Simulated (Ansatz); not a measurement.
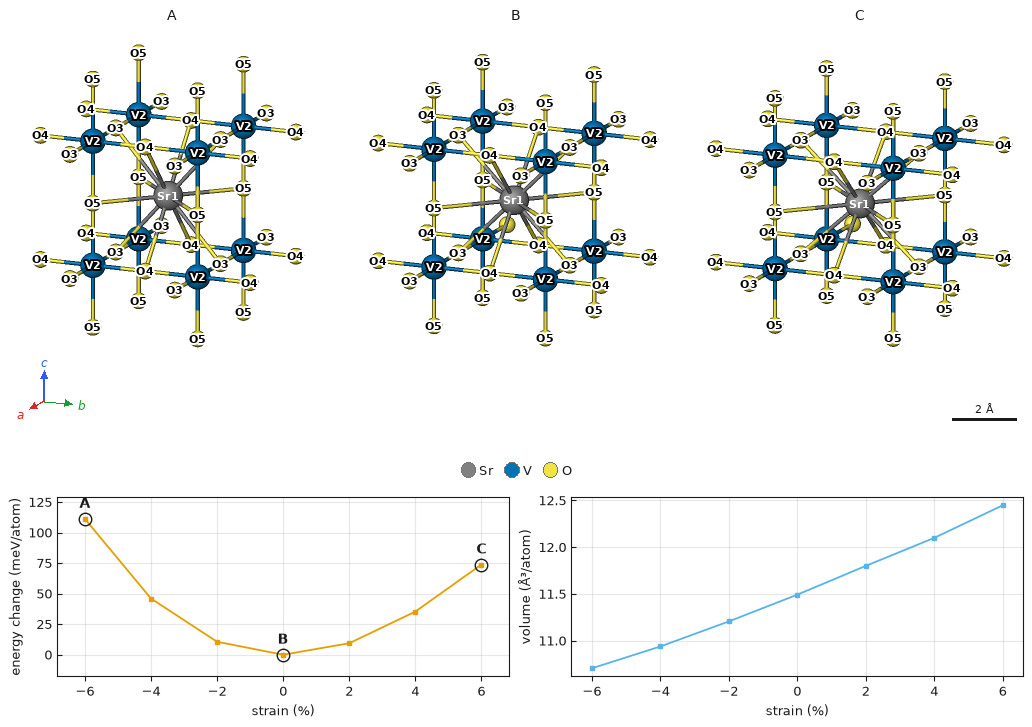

Members of a series of calculations on crystalline SrVO3 (set up in Pm-3m), marked on the first curve. Style: ball-and-stick. Shown: the cell of the calculation, slightly off an axis.

Computed with Ansatz 0.2.0, DFT PBE, scalar-relativistic, plane waves, PAW. Set-up: plane-wave cutoff 420 eV; k-point mesh 10 × 10 × 10; occupations gaussian; smearing width 0.1 eV; collinear spin.

> Which kind of strain is it, and how does the structure respond?

Biaxial strain in the a–b plane, c and atoms relaxed. A (strain −6.0 %): energy change 111 meV/atom, volume 10.71 Å³ per atom. B (strain 0.0 %): energy change 0.0 meV/atom, volume 11.49 Å³ per atom. C (strain 6.0 %): energy change 73.9 meV/atom, volume 12.45 Å³ per atom. The rest compares A with C. The volume changes by +16.3 %, with a = b 3.627 → 4.090 Å (+12.8 %), c 4.068 → 3.720 Å (−8.6 %). Some distances before and after: O–Sr 2.565 → 2.892 Å, O–V 1.814 → 2.045 Å, O–V 2.034 → 1.860 Å.
